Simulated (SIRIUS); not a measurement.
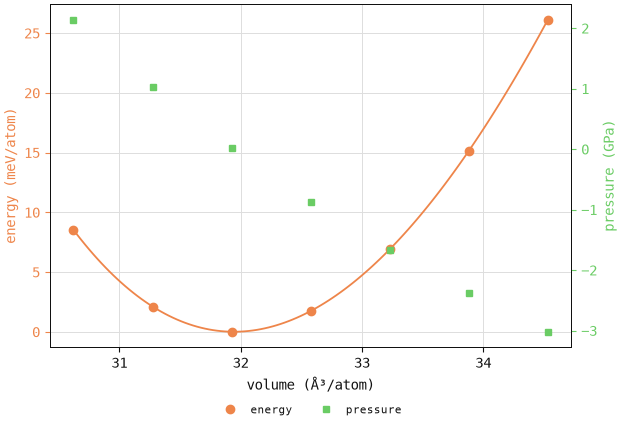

Plotted: energy and pressure against volume for BaS, space group Fm-3m (No. 225).

Starting cell:
```xyz
2
Lattice="0.0000 3.1938 3.1938 3.1938 0.0000 3.1938 3.1938 3.1938 0.0000" Properties=species:S:1:pos:R:3 pbc="T T T"
Ba    0.0000    0.0000    0.0000
S     3.1938    3.1938    3.1938
```

Calculation (SIRIUS 7.10.0): plane-wave DFT, no spin polarisation; energies at scaled volumes of the given cell, shape and fractions fixed, counted from the fit's minimum, third-order Birch-Murnaghan fit. Level: PBEsol.

```json
{"setting": "k mesh", "value": "7×7×7"}
{"setting": "occupations", "value": "Fermi–Dirac"}
{"setting": "smearing width", "value": "0.05 eV"}
{"setting": "potentials", "value": "dojo sr pbesol 0.4.1 standard"}
{"setting": "wave cutoff", "value": "725 eV"}
{"setting": "density cutoff", "value": "2900 eV"}
```

Question: How stiff is the solid, and where is its volume at rest?

Answer: A third-order Birch–Murnaghan fit gives V0 = 31.95 Å³/atom, B0 = 46.1 GPa and B′ = 4.5.

Question: What does the pressure do across the range?

Answer: It falls from 2.14 GPa at volume 30.62 Å³/atom to −3.02 GPa at 34.53 Å³/atom, and changes sign near 31.94 Å³/atom.

Keep in mind: this release of the barium file is off.
